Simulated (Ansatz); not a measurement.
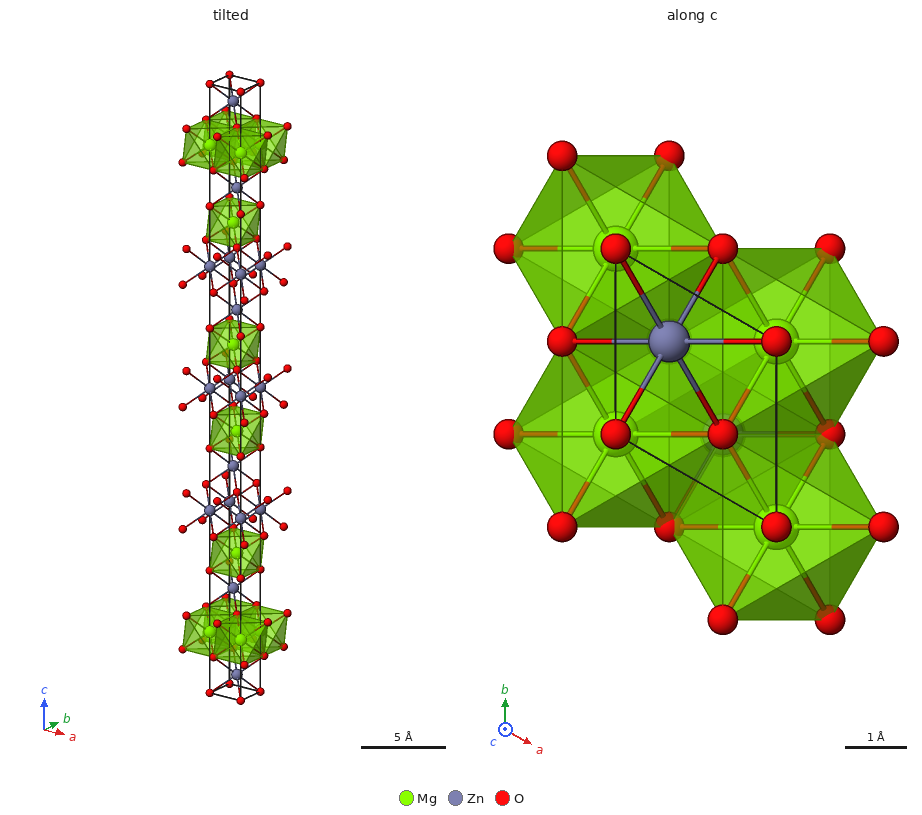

A polyhedral picture of a crystal structure, seen slightly off an axis and along the c axis. The frame is the conventional unit cell; atoms at its boundary are shown with their periodic copies. Some atoms of the next cells are drawn as well. Cell: a = 3.05 Å, b = 3.05 Å, c = 37.12 Å, α = 90.00°, β = 90.00°, γ = 120.00°.

The structure was taken from a structure type filled with these elements by a generator (whether the compound takes this form wasn't checked). Earlier steps of the study, as a rule a relaxation of our own, may have changed the cell and positions, so they can lie some per cent off the listed ones. It was the input of a calculation with Ansatz.

**Explain the picture.**

The solid is Mg$_{2}$Zn$_{3}$O$_{5}$. The symmetry is that of R-3m (No. 166), on a rhombohedral (trigonal R) lattice. Cell content 6 Mg, 9 Zn, 15 O; Z = 3. The polyhedra are MgO6 octahedra; they share edges. Mg bonds to six O in an octahedral arrangement at about 2.1 Å. About every Zn there are six O in an octahedral arrangement at about 2.2 Å. O takes three kinds of site: 6c with three Mg and three Zn in an octahedral arrangement (about 2.1 Å to Mg, 2.2 Å to Zn); 6c with three Mg and three Zn in an octahedral arrangement (about 2.1 Å to Mg, 2.2 Å to Zn); 3a with six Zn in an octahedral arrangement at about 2.2 Å. The bonds build a three-dimensional framework.

Computational set-up: DFT PBE, scalar-relativistic, plane waves, PAW in Ansatz 0.2.0, a cutoff energy of 420 eV, k-points about 0.20 Å⁻¹ apart, Gaussian smearing of 0.02 eV, no spin polarisation.

**Predict the gap.**

A semiconductor at this level, with a gap of 1.93 eV, indirect.

**State the Bader charges by element.**

Mg +1.72 e; Zn +1.25 e; O -1.48 to -1.27 e.

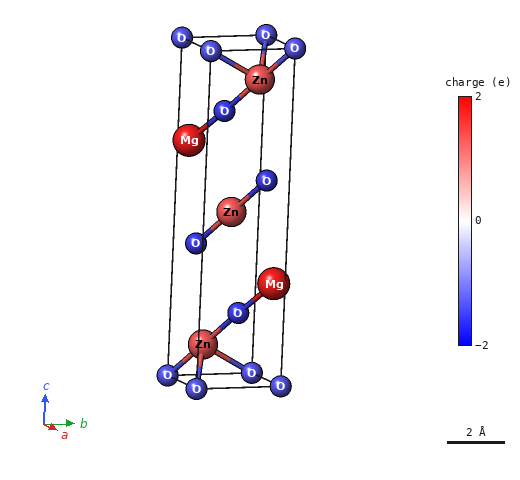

The atoms coloured by those charges. The run's cell of 10 atoms is drawn in a reduced setting, so axes and origin can differ from the first picture.

**Is the structure in equilibrium?**

Yes. All forces vanish to within 0.01 eV/Å. The pressure is 0.0 GPa, close to zero.
